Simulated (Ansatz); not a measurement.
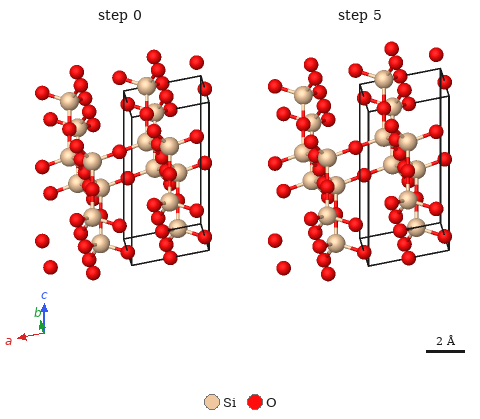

The structure of crystalline SiO$_{2}$ (set up in P6_3/mmc) (coarse preliminary run) before (left) and after (right) a relaxation, at one scale.

The picture is a ball-and-stick view of the cell of the calculation, repeated 2 × 2 × 1 with one cell outlined, seen from a free direction.

These are results of Ansatz, DFT PBE, scalar-relativistic, plane waves, PAW, not measurements. Set-up: plane-wave cutoff 420 eV; k-point mesh 6 × 6 × 4; occupations gaussian; smearing width 0.1 eV; no spin polarisation; cell and atoms relaxed; force threshold 0.05 eV/Å; at most 80 steps.

Summarise the run.

The largest moves relative to the cell, 0.005 Å, are those of Si atoms. O stays in place. Cell: a = b 5.052 → 5.272 Å (+4.4 %), c 8.270 → 8.615 Å (+4.2 %). Volume +13.4 %. Among the contacts that change: O–Si 1.555 → 1.614 Å. The space group stays P6_3/mmc (No. 194). Over 3 accepted moves (5 points after the start) the energy falls by 138 meV per atom. Largest force component: 0.43 eV/Å at the start, 0.029 eV/Å at the end. The pressure goes from 23.74 to 0.18 GPa. At 2 points the geometry stayed and the basis and grid were re-selected for the new cell (energy shift of 11.6 meV per atom at most each time). The run took 40 s on 2 threads of Arm Neoverse V1, with other jobs on the host, peak memory 0.52 GiB.
